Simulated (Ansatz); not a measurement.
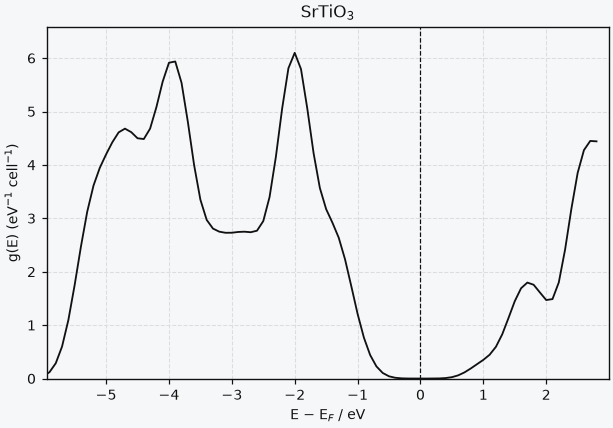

Density of states. Energies are counted from the Fermi level. The DOS curve is built from the levels of the k mesh with Gaussians 0.55 eV wide, which also blur the band edges; ripples of that width can come from the mesh.

System: cubic perovskite-type SrTiO₃, space group Pm-3m (No. 221), 5 atoms in the cell, relaxed with r2SCAN.

Space group Pm-3m (No. 221). a = 3.907 Å, b = 3.907 Å, c = 3.907 Å, α = 90.00°, β = 90.00°, γ = 90.00°
| atom | site | symmetry | x | y | z |
| --- | --- | --- | --- | --- | --- |
| Sr | 1a | m-3m | 0.0000 | 0.0000 | 0.0000 |
| Ti | 1b | m-3m | 0.5000 | 0.5000 | 0.5000 |
| O | 3c | 4/mm.m | 0.5000 | 0.0000 | 0.5000 |

Computed with Ansatz: PBE, Ansatz PAW set, no spin polarisation, no spin-orbit coupling, 6×6×6 k mesh, 420 eV cutoff, Fermi-Dirac smearing of 0.02 eV.

Metal or insulator, going by the density of states?

There is a gap; over the k points computed it is 1.88 eV (indirect; the smallest direct gap on the k mesh is 2.23 eV).

LDA, GGA and most meta-GGA functionals understate gaps. The cell is at 4 GPa in this functional. The cell comes from a database of computed structures, and whether it is the stable form of this composition wasn't checked.
